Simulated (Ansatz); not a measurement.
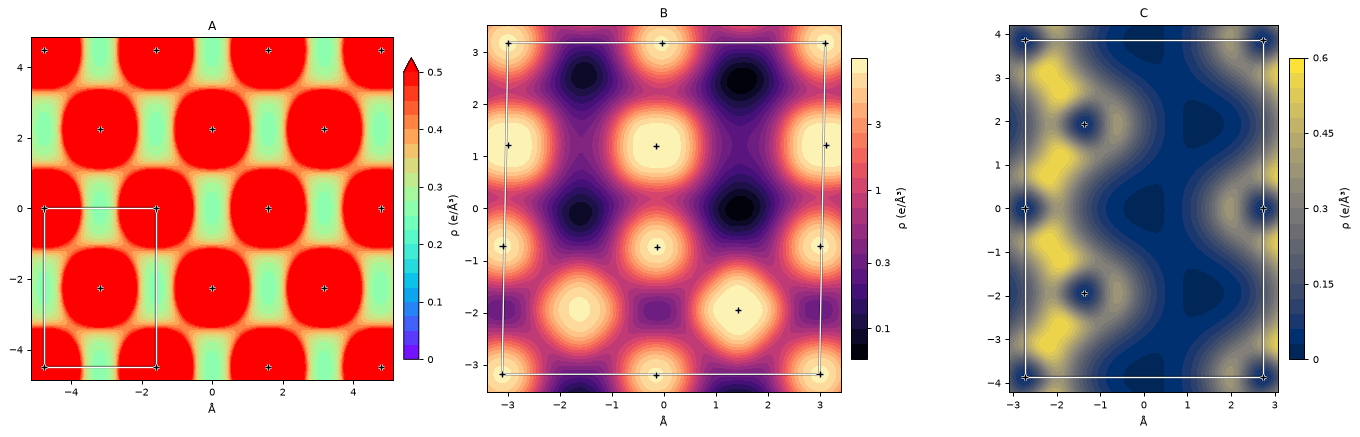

The valence electron density of 3 systems, each on a plane through atoms (crosses mark nuclei in the plane).

Level of theory: DFT PBE, scalar-relativistic, plane waves, PAW (Ansatz).

System 1: Ir₈O₁₃, the (010) plane of the conventional cell. Space group P1; a generated structure, not necessarily the stable one; not relaxed (largest force 0.4 eV/Å); computed without spin polarisation.

```cif
data_structure
_symmetry_space_group_name_H-M 'P 1'
_symmetry_Int_Tables_number 1
_cell_length_a 6.0971
_cell_length_b 6.2760
_cell_length_c 6.3682
_cell_angle_alpha 89.841
_cell_angle_beta 89.001
_cell_angle_gamma 89.064
_cell_volume 243.61
loop_
_atom_site_label
_atom_site_type_symbol
_atom_site_fract_x
_atom_site_fract_y
_atom_site_fract_z
_atom_site_occupancy
Ir1 Ir 0.01863 0.98002 0.99557 1
Ir2 Ir 0.46845 0.97604 0.04320 1
Ir3 Ir 0.01172 0.49603 0.49800 1
Ir4 Ir 0.47754 0.52645 0.49539 1
Ir5 Ir 0.29408 0.94834 0.46715 1
Ir6 Ir 0.75078 0.00059 0.50462 1
Ir7 Ir 0.24310 0.57924 0.00020 1
Ir8 Ir 0.74370 0.49266 0.99903 1
O1 O 0.01740 0.97592 0.30354 1
O2 O 0.00444 0.51394 0.80568 1
O3 O 0.48939 0.53021 0.80393 1
O4 O 0.74971 0.69600 0.49734 1
O5 O 0.24521 0.18451 0.00709 1
O6 O 0.73981 0.17809 0.01040 1
O7 O 0.02706 0.97187 0.68562 1
O8 O 0.50047 0.99435 0.68752 1
O9 O 0.99873 0.50909 0.19346 1
O10 O 0.48407 0.51556 0.19033 1
O11 O 0.25808 0.30671 0.49674 1
O12 O 0.74300 0.30915 0.49548 1
O13 O 0.74329 0.79986 0.01337 1
```

System 2: Si, the (101) plane of the conventional cell. Space group Fd-3m; a structure from a database of computed crystals, not necessarily the ambient phase.

```xyz
8
Lattice="5.4701 0.0000 0.0000 0.0000 5.4701 0.0000 0.0000 0.0000 5.4701" Properties=species:S:1:pos:R:3 pbc="T T T"
Si    1.3675    1.3675    1.3675
Si    4.1026    4.1026    1.3675
Si    4.1026    1.3675    4.1026
Si    1.3675    4.1026    4.1026
Si    0.0000    0.0000    0.0000
Si    2.7350    2.7350    0.0000
Si    2.7350    0.0000    2.7350
Si    0.0000    2.7350    2.7350
```

System 3: W, the (110) plane of the conventional cell. Space group Im-3m.

Which map belongs to which system?

Panel A is system 3, W: the plane holds W. W–W (2.76 Å): ρ is about 0.41 e/Å³ halfway. Panel B is system 1, Ir₈O₁₃: the plane holds Ir and O. Ir–O (1.94 Å): ρ is about 1 e/Å³ halfway. Panel C is system 2, Si: the plane holds Si. Si–Si (2.37 Å): the density is about 0.56 e/Å³ at the midpoint.
